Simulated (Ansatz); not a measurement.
**Single-point calculation of Si**

System: Si (Cccm, 12 atoms in the cell).
Method: DFT PBE, scalar-relativistic, plane waves, PAW, no spin polarisation (Ansatz 0.2.0).

The structure was made by a generator, so it may or may not be a known phase. Figures and captions count atoms from 1; the log counts them from 0 in places.

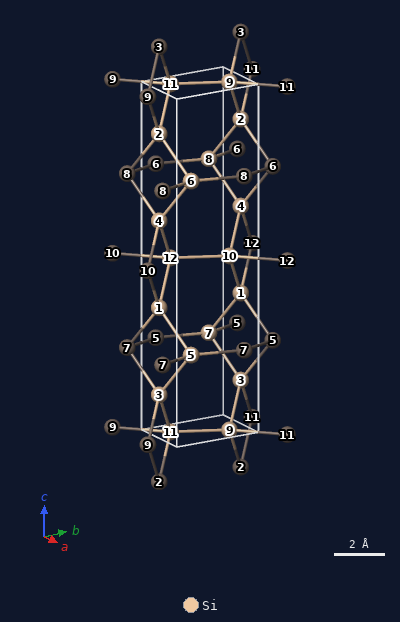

Fig. 1: The structure (ball-and-stick view of the cell of the calculation, seen slightly off an axis; neighbours outside the cell are drawn fainter; atoms are numbered from 1 in the order of the input).

Input file:
```yaml
crystal:
  lattice:
    - [-4.2732712957, 0.0, 0.0]
    - [2.1366356478, -4.2195577783, 0.0]
    - [0.0, 0.0, 14.1707440091]
  atoms:
    - { symbol: Si, position: [0.5, 0.0, 0.375] }
    - { symbol: Si, position: [0.5, 0.0, 0.875] }
    - { symbol: Si, position: [0.5, 0.0, 0.125] }
    - { symbol: Si, position: [0.5, 0.0, 0.625] }
    - { symbol: Si, position: [0.9004397557, 0.2176540845, 0.25] }
    - { symbol: Si, position: [0.9004397557, 0.2176540845, 0.75] }
    - { symbol: Si, position: [0.0995602443, 0.7823459155, 0.25] }
    - { symbol: Si, position: [0.0995602443, 0.7823459155, 0.75] }
    - { symbol: Si, position: [0.6827856712, 0.7823459155, 0.0] }
    - { symbol: Si, position: [0.6827856712, 0.7823459155, 0.5] }
    - { symbol: Si, position: [0.3172143288, 0.2176540845, 0.0] }
    - { symbol: Si, position: [0.3172143288, 0.2176540845, 0.5] }
basis:
  ecutwfc: 420
kpoints:
  mp_grid: { grid: [6, 6, 2] }
hamiltonian:
  xc: pbe
scf:
  occupations: { method: gaussian, width: 0.2 }
  lower_state_search: "off"
output:
  forces: true
  stress: true
  eigenvalues: true
```

Hardware: 1 thread of Arm Neoverse V1, 24 GiB of memory available, shared host.

Launch command:
```bash
ansatz run input.yaml --threads 1 --pin off --max-ram 2560MiB --backend cpu --events-out ev --progress --plain --runs-dir out
```

Log:
```
Engine: ansatz 0.2.0, aarch64-unknown-linux-gnu
Pseudopotentials: kind: paw
Pseudopotential: Si, paw, valence charge 4, recommended cutoff 420 eV (normal), Si.paw.azcp
Functional definition: PBE
  parameter kappa = 0.804
  parameter beta = 0.06672455060314922
  exchange = pbe_x(kappa = kappa, mu = beta*pi^2/3)
  correlation = pbe_c(beta = beta)
Crystal: 12 atoms, lattice volume = 255.517 Å³
Basis set: ecut = 420 eV, 4935 PW (Γ), exchange–correlation on 60×64×192 points (8 copies of the dense FFT grid, shifted against one another)
Bands: 36, of which v1, the nominal top of the filled ones, is band 24 counted from 1 (23 counted from 0)
Symmetry: 16 space group operations
Space group: Cccm (ITA 66), of the structure as read, at distance tolerance 6.3e-5 Å
k-points: 26 of 72
Non-local potential: Si, projectors of the file, l = 0: 2, l = 1: 2, l = 2: 2
PAW form: soft (Blöchl's): semilocal exchange-correlation on the pseudo side does not see the compensation charge
PAW one-centre angular grid: Si, 110 points (default); XC on 64 Gauss nodes
Initial density: superposition of atomic densities (neutral atoms: chi_scale 0, normalization atom), corrected by the library's trained network
Initial wavefunctions: pseudopotential atomic-orbital guess
Functional: x = pbe(κ = 0.804, μ = 0.2195149727645171), c = pbe(β = 0.06672455060314922)
SCF iter   1: F=—  HF=-7624.827107 eV  |F-HF|=—  |Δ(HF+E_count)|=         —  Δρ=2.12e-3  dr2=1.13e-2  ethr=1.77e-3  ⟨swp⟩=7.6  Hψ=4933  notcnv=0
preconditioner: auto → Kerker (q_TF=auto, 2.065 Å⁻¹)  [metal: Δε(μ)=0.011 eV  Ē_g=7.386 eV  σ=0.200 eV  W_gap=0.03  n_scr=42 (ndim 8)  ℏωp=16.1 eV  f_vac=0.000  D(μ)=4.43/eV (n_scr^D=28)]
SCF iter   2: F=—  HF=-7624.828427 eV  |F-HF|=—  |Δ(HF+E_count)|=   1.32e-3  Δρ=1.30e-3  dr2=4.25e-3  ethr=2.36e-5  ⟨swp⟩=2.2  Hψ=1577  notcnv=0
SCF iter   3: F=—  HF=-7624.828579 eV  |F-HF|=—  |Δ(HF+E_count)|=   1.52e-4  Δρ=1.67e-4  dr2=1.56e-4  ethr=8.86e-6  ⟨swp⟩=2.4  Hψ=1478  notcnv=0
SCF iter   4: F=—  HF=-7624.828576 eV  |F-HF|=—  |Δ(HF+E_count)|=   3.48e-6  Δρ=8.20e-5  dr2=3.88e-5  ethr=3.26e-7  ⟨swp⟩=1.4  Hψ=993  notcnv=0
SCF iter   5: F=—  HF=-7624.828737 eV  |F-HF|=—  |Δ(HF+E_count)|=   1.61e-4  Δρ=1.81e-5  dr2=9.77e-7  ethr=8.09e-8  ⟨swp⟩=2.1  Hψ=1391  notcnv=0
SCF iter   6: F=-7624.828738 eV  HF=-7624.828738 eV  |F-HF|=4.93e-8  |Δ(HF+E_count)|=   1.24e-6  Δρ=3.80e-6  dr2=5.67e-8  ethr=2.08e-10  ⟨swp⟩=11.3  Hψ=5007  notcnv=0
SCF 1 converged in 6 iterations: F = -7624.828738 eV  dr2 = 5.67e-8
  greatest PAW one-centre occupation: 0.659 electrons in one spin orbital (limit 2), on the Si atom at site 11 (counted from 0), in its partial waves of l = 0
SCF converged after 6 iterations
Free energy (F): -7624.828738 eV
Harris-Foulkes:  -7624.828738 eV  (|F-HF|=4.93e-8)
Internal energy: -7624.739382 eV  (E = F + TS)
E sigma→0 (E₀):  -7624.784060 eV
Entropy (-TS):   -0.089356 eV (-7.446 meV/atom)
Fermi energy:    5.627882 eV
--- Per-component energies (eV) ---
  E_band       = 31.398198
  E_kinetic    = 475.150608
  E_local      = -402.832711  (includes V_loc(G=0)·N_el)
  E_nonlocal   = 311.168394
  E_hartree    = 115.382321
  E_xc         = -658.612548
  E_vxc        = -555.738796  (∫ρ·V_xc dr)
  E_paw        = -6150.631732  (= ΣΔE_a)
  E_vpaw       = -27.115811  (= ΣTr[D̂ρ^β])
  E_aug_tail   = 0.000079  (compensation charges beyond the density's cutoff)
  E_ewald      = -1314.363794
  E_smearing   = -0.089356  (= −TS)
  E_closure    = -0.000000  (closes the sum)
  Σ components = -7624.828738   (vs F -7624.828738, Δ=0.00e0)
--- Forces (eV/Å), atoms counted from 1 ---
  atom   1  Si     0.00000000    -0.00000000     0.00000000
  atom   2  Si    -0.00000000    -0.00000000     0.00000000
  atom   3  Si     0.00000000     0.00000000     0.00000000
  atom   4  Si     0.00000000    -0.00000000     0.00000000
  atom   5  Si    -0.06537372    -0.02564153    -0.00000000
  atom   6  Si    -0.06537372    -0.02564153    -0.00000000
  atom   7  Si     0.06537372     0.02564153     0.00000000
  atom   8  Si     0.06537372     0.02564153     0.00000000
  atom   9  Si    -0.06537372     0.02564153    -0.00000000
  atom  10  Si    -0.06537372     0.02564153    -0.00000000
  atom  11  Si     0.06537372    -0.02564153     0.00000000
  atom  12  Si     0.06537372    -0.02564153     0.00000000
  max |Σ_I F_I| component: 6.94e-18 eV/Å
--- Stress (GPa, compression-positive) ---
       -0.182276       0.000000       0.000000
        0.000000       0.611772       0.000000
        0.000000       0.000000      -0.041335
  P = ⅓ Tr σ = 0.1294 GPa (1.294 kbar)
--- Band table (eV; the first three rows and the last of 26) ---
  k-point 0: bands = ["-6.3635", "-5.7157", "-5.7157", "-4.3818", "-2.7402", "-0.3519", "-0.3519", "1.1757", "1.2657", "1.3211", "1.3558", "1.3558", "2.2381", "2.2381", "2.4617", "2.8470", "3.3722", "3.3722", "3.4394", "3.9973", "4.0409", "4.0409", "4.4612", "4.6801", "5.8226", "6.2598", "6.2598", "6.2641", "6.6670", "6.9718", "7.2984", "7.4084", "8.3628", "8.3628", "8.6281", "8.6281"]
  k-point 1: bands = ["-6.1991", "-6.1991", "-4.9687", "-4.9687", "-1.8713", "-1.8713", "0.9012", "0.9012", "1.3031", "1.3031", "1.3443", "1.3443", "2.3745", "2.3745", "2.5268", "2.5268", "3.1146", "3.1146", "3.7726", "3.7726", "4.2066", "4.2066", "4.3295", "4.3295", "5.9526", "5.9526", "6.5043", "6.5043", "7.3060", "7.3060", "7.5774", "7.5774", "7.8289", "7.8289", "8.2666", "8.2666"]
  k-point 2: bands = ["-6.2028", "-5.5524", "-5.5524", "-4.1991", "-2.6336", "-0.6341", "-0.6341", "-0.5987", "0.2172", "0.4152", "0.4152", "2.1312", "2.9039", "2.9039", "3.0711", "3.3028", "3.3028", "3.5088", "3.7306", "3.7557", "3.8283", "4.2473", "4.2473", "4.3774", "6.2700", "6.5822", "6.6825", "6.8955", "6.8955", "7.2869", "7.8735", "7.8806", "7.9553", "7.9553", "8.7876", "8.7876"]
  k-point 25: bands = ["-4.8051", "-4.8051", "-3.6391", "-3.6391", "-3.0508", "-3.0508", "-2.1012", "-2.1012", "-0.6950", "-0.6950", "0.9225", "0.9225", "1.0751", "1.0751", "2.1968", "2.1968", "3.2461", "3.2461", "3.6232", "3.6232", "4.3568", "4.3568", "5.3321", "5.3321", "5.8099", "5.8099", "7.3289", "7.3289", "7.3676", "7.3676", "8.5374", "8.5374", "9.3304", "9.3304", "10.0482", "10.0482"]
```

Key numbers:

```tsv
quantity	value
outcome	converged
space group (tolerance 0.01 Å)	Cccm (66)
electrons treated	48
free energy	−7624.8287 eV
Fermi energy	5.628 eV
gap on the k-point mesh	none (metallic)
pressure	0.13 GPa
largest force (length of the vector)	0.070 eV/Å
wall time	15 s
peak memory	0.5 GiB
```
